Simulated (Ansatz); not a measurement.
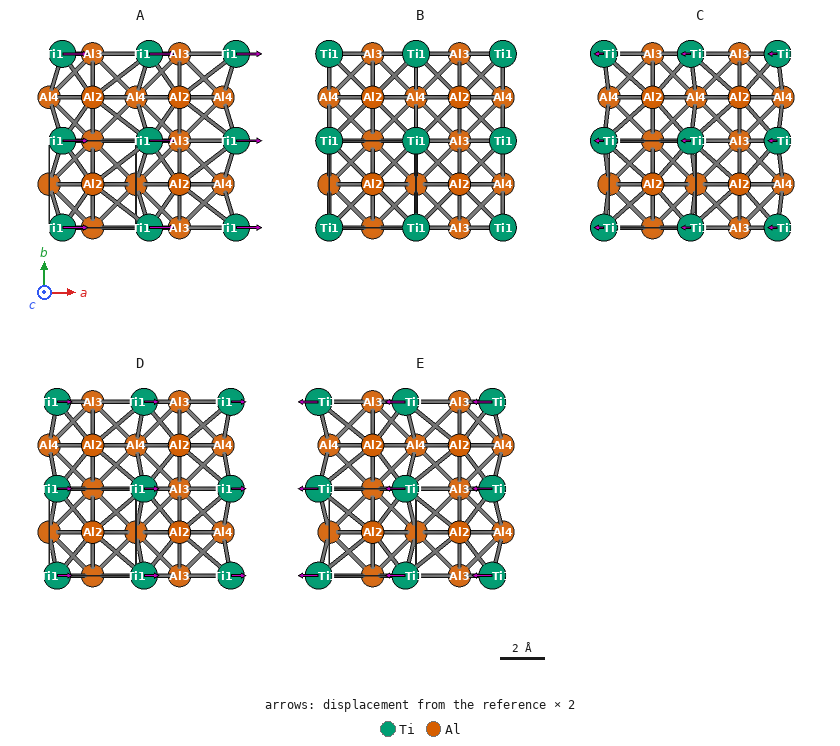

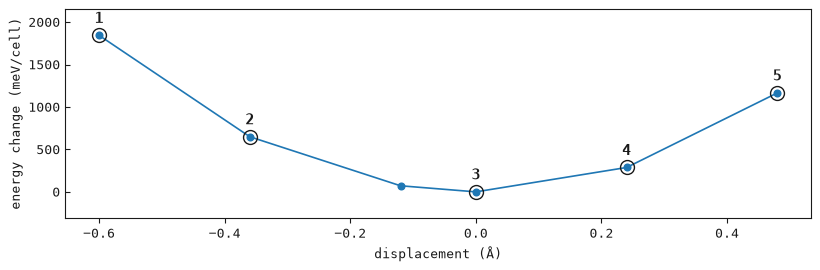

Energy scan for a crystal of TiAl3 (Pm-3m), in which Ti1 (one in each cell of 4 atoms) is moved towards the nearest copy of atom 1 (Ti) at 3.956 Å, all else fixed. The frames are shuffled; the numbered points of the plot belong to them. A ball-and-stick model of the cell of the calculation, repeated 2 × 2 × 1 with one cell outlined, seen along the c axis. Purple arrows: displacements from the reference.

Theory: DFT r2SCAN, scalar-relativistic, plane waves, PAW in Ansatz. Settings: plane-wave cutoff 500 eV; k-point mesh 12 × 12 × 12; occupations gaussian; smearing width 0.15 eV; no spin polarisation. Energies (free energies at the smearing named) are counted from the relaxed crystal.

> Which frame belongs to which numbered point?

Point 1 is frame A (the displacement −0.60 Å, 1844 meV/cell); 2 is frame D (the displacement −0.36 Å, 649 meV/cell); 3 is frame B (the displacement 0.00 Å, 0 meV/cell); 4 is frame C (the displacement 0.24 Å, 287 meV/cell); 5 is frame E (the displacement 0.48 Å, 1166 meV/cell). Of the computed points the lowest is at the displacement 0.00 Å, 0 meV/cell. The curvature at zero is about 10 eV/Å². At the highest point the shortest interatomic distance is 2.41 Å, against 2.80 Å in the reference. The distortion takes the space group from Pm-3m to P4mm.
